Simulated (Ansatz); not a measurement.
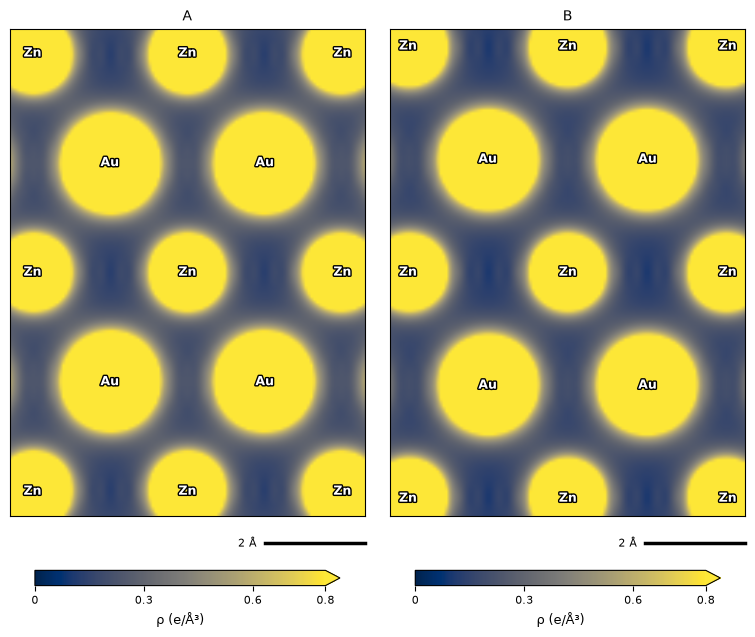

ZnAu. The valence electron density of two cells that differ in size, on the (011̄) plane of each (indices in the axes of the calculation cell), at one length scale and on one colour scale; one has 14.7 and the other 16.2 Å³ an atom.

All numbers below come from DFT PBE, scalar-relativistic, plane waves, PAW (Ansatz).

The larger cell:

```
CELL_PARAMETERS angstrom
3.18670 0.00000 0.00000
0.00000 3.18670 0.00000
0.00000 0.00000 3.18670
ATOMIC_POSITIONS crystal
Zn 0.50000 0.50000 0.50000
Au 0.00000 0.00000 0.00000
```

The smaller cell: a = 3.088 Å, b = 3.088 Å, c = 3.088 Å, α = 90.00°, β = 90.00°, γ = 90.00°.

Which is the denser cell? Describe the effect of the change.

Panel A is the smaller cell, by 9 % in volume. From the larger cell to the smaller, Zn–Au goes from 2.76 to 2.67 Å, and the density at its midpoint from 0.28 to 0.32 e/Å³; the pressure goes from 0.0 to 14 GPa.
